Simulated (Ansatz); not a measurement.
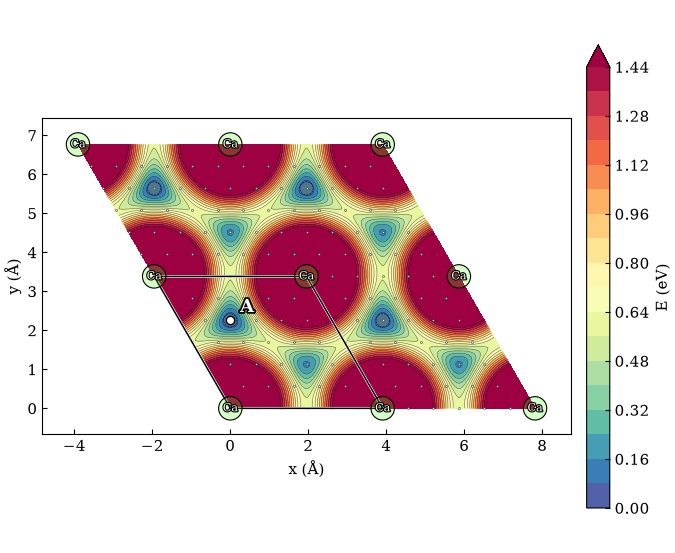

S on a Ca(111) slab cut from the Fm-3m phase, its upper half relaxed before the scan (8 atoms of substrate and one adsorbate in a 2 × 2 cell). S is moved over the surface cell; relaxed at each place: the height of the adsorbate's atoms; substrate rigid; the origin of the map has the adsorbate above Ca5. Places are given modulo a cell vector. The map is drawn in real space over the plane of the surface. Grid: 6 × 6 points; 10 points were computed and 26 follow by symmetry. Places are given in fractions of the 1 × 1 surface cell. Energies are in eV, from the lowest grid point. The runs have no spin polarisation; a magnetic state may lie lower. All numbers below come from Ansatz 0.2.0, DFT PBE, scalar-relativistic, plane waves, PAW. Settings: cutoff 420 eV, k-mesh 6×6×1, gaussian smearing 0.1 eV, no spin polarisation.

In the figure: filled contours, dots at the grid points, labelled circles for the atoms of the top layer and small ones for the second layer, the outline of one cell of the 2 × 2 shown, one colour for all values above the top of the scale, the point A. Between grid points the surface is interpolated.

What is the easiest way out of the well at A, and how high is the barrier?

Answer. The easiest path leads from the well at a threefold hollow over a second-layer Ca atom, (2/6, 4/6) of the cell vectors to the well at a threefold hollow, (4/6, 2/6) of the cell vectors, about 0.15 eV higher. Its highest point lies about 0.57 eV above the bottom of the first well on the interpolated surface, at about (0.52, 0.03) of the cell vectors. Seen from the upper well the barrier is about 0.43 eV. This is the barrier on the constrained surface; relaxing the other coordinates would change it.

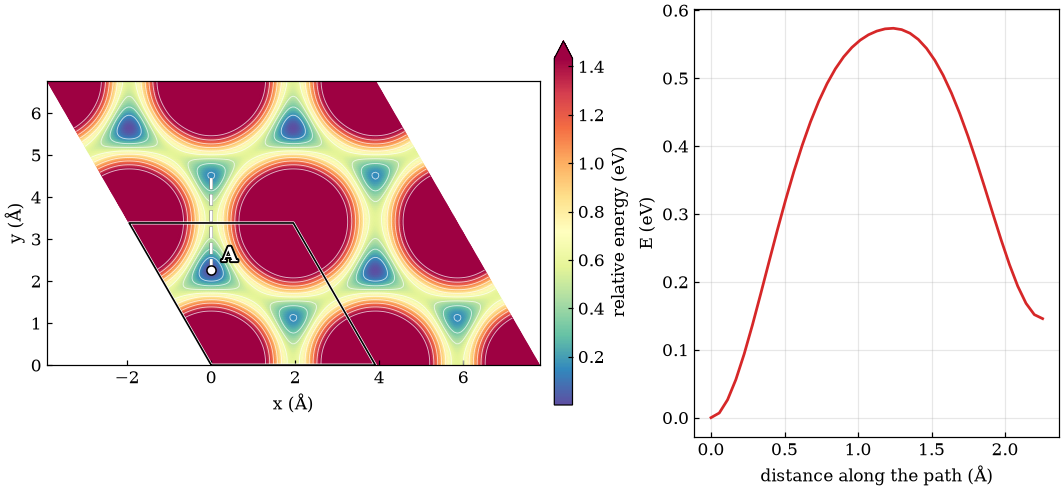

In the figure: a smooth colour map with a few white contour lines, a line along the lowest path, the outline of one cell of the 2 × 2 shown, one colour for all values above the top of the scale, the energy along the path at the right. Between grid points the surface is interpolated.
